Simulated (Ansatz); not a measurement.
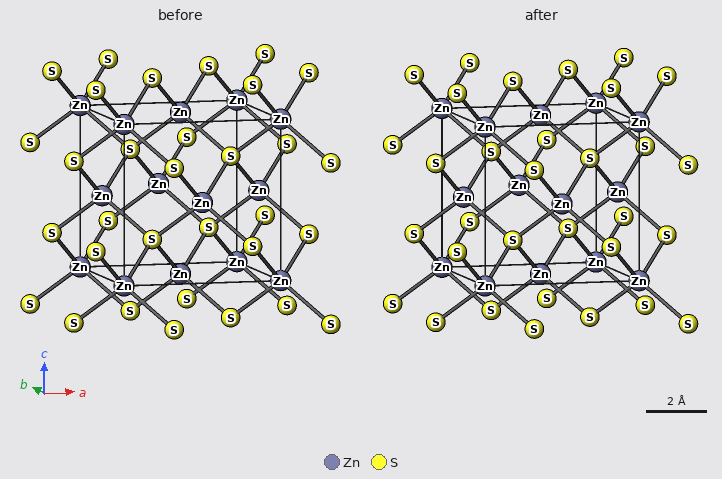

The structure of crystalline ZnS (set up in F-43m) before (left) and after (right) a relaxation, at one scale.

A ball-and-stick model of the conventional cell (4 times the calculation's cell), seen slightly off an axis. Lengths and directions refer to the drawn axes.

All numbers below come from DFT PBE, scalar-relativistic, plane waves, PAW; settings changed (Ansatz 0.2.0).

Input
```yaml
crystal:
  lattice:
    - [0.0, 2.7216977295, 2.7216977295]
    - [2.7216977295, 0.0, 2.7216977295]
    - [2.7216977295, 2.7216977295, 0.0]
  atoms:
    - { symbol: Zn, position: [0.0, 0.0, 0.0] }
    - { symbol: S, position: [0.75, 0.75, 0.75] }
basis:
  ecutwfc: 420
kpoints:
  mp_grid: { grid: [10, 10, 10] }
hamiltonian:
  xc: pbe
scf:
  occupations: { method: fixed }
  max_iter: 50
output:
  forces: true
  eigenvalues: true
  stress: true
relax:
  adjacent_minimum: "off"
  f_tol: 0.001
  max_steps: 2
  cell: { stress_tol: 0.02, p_target: 6.0 }
```

Launched with:
```bash
ansatz run input.yaml --threads 1 --pin off --max-ram 3072MiB --backend cpu --events-out ev --progress --plain --runs-dir out
```

**Describe what moved and what it gained.**

The relaxation stopped without meeting its thresholds, so the last structure isn't shown to be converged. The input was poor on purpose: too few relaxation steps. The energy rises by 11.0 meV per atom in 1 geometry step. With the target pressure of 6 GPa, the enthalpy E + pV changes by −25.7 meV per atom. All forces vanish by symmetry, so only the cell relaxes. The pressure goes from 0.01 to 3.88 GPa. The atoms keep their places relative to the cell (all moves are under 0.005 Å). The volume changes by −4.9 %, with a = b = c 5.443 → 5.354 Å (−1.6 %). Some distances before and after: Zn1–S2 2.357 → 2.318 Å. The space group stays F-43m (No. 216).
